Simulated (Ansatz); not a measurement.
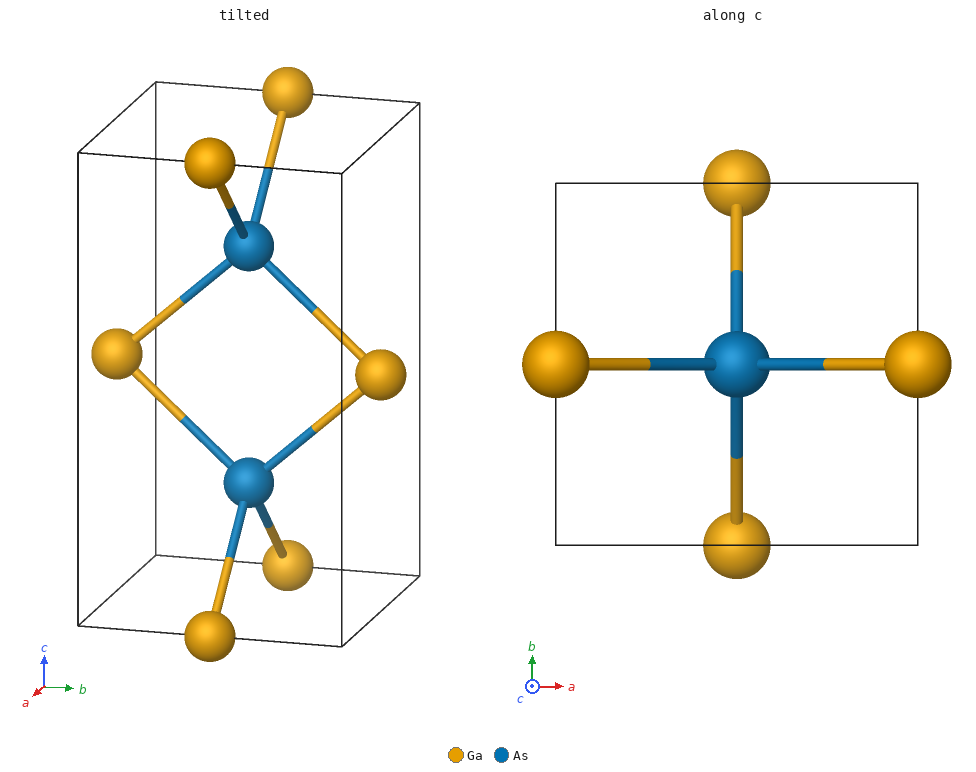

The image is a ball-and-stick drawing of a crystal, viewed slightly off an axis and along the c axis. Atoms at the boundary of the conventional unit cell (the box) are drawn once for each face, edge or corner they touch. Cell: a = 3.82 Å, b = 3.82 Å, c = 6.82 Å, α = 90.00°, β = 90.00°, γ = 90.00°.

The structure was taken from a structure type filled with these elements by a generator (whether the compound takes this form wasn't checked). Earlier steps of the study may have refined or changed the cell and positions. Ansatz was used for an electronic-structure calculation on it.

> State composition, symmetry and coordination.

The material is GaAs. The atoms follow space group P4_2/mmc (No. 131); the Bravais lattice is primitive tetragonal. The cell comprises 2 formula units: 2 Ga, 2 As. The coordination shell of Ga holds four As in a distorted square planar arrangement at about 2.6 Å. Each As atom has four Ga in a distorted tetrahedral arrangement at about 2.6 Å around it. The bonds build a three-dimensional framework.

Electronic-structure method: DFT PBE, scalar-relativistic, plane waves, PAW (Ansatz). Parameters: a 420 eV plane-wave basis, a 12×12×8 grid in reciprocal space, Gaussian smearing of 0.1 eV, no spin polarisation.

> What is the electronic character?

A metal: bands cross the Fermi level.

> Give the Bader charge of each element.

Ga +0.48 e; As -0.48 e.

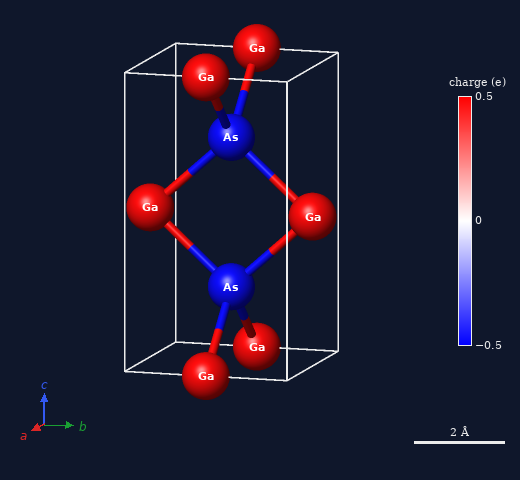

The atoms coloured by those charges. The run's cell of 4 atoms is drawn.

> Do the forces and the stress vanish for this geometry?

Yes. All forces vanish to within 0.01 eV/Å. The pressure is 0.0 GPa, close to zero.
